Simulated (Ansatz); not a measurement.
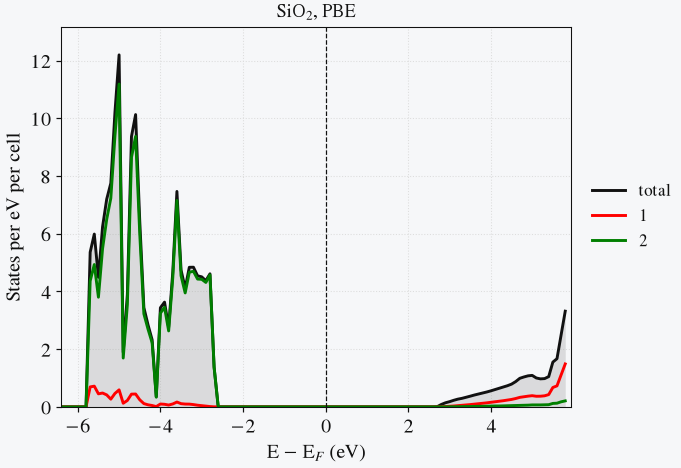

Density of states. Energies are counted from the Fermi level. The partial curves are projected on Löwdin-orthogonalised atomic shells.

The material is SiO₂, space group Fd-3m (No. 227), 6 atoms in the cell; a = 5.28 Å, b = 5.28 Å, c = 5.28 Å, α = 60.00°, β = 60.00°, γ = 60.00°.

Ansatz 0.2.0; DFT PBE, scalar-relativistic, plane waves, PAW, no spin polarisation, 6×6×6 k mesh, 420 eV cutoff, Gaussian smearing of 0.02 eV.

### Assign each number in the legend. The candidates: O 2p, Si 3p.

1 is Si 3p; 2 is O 2p.

### Is there a gap at the Fermi level, and how wide?

There is a gap; over the k points computed it is 5.37 eV.
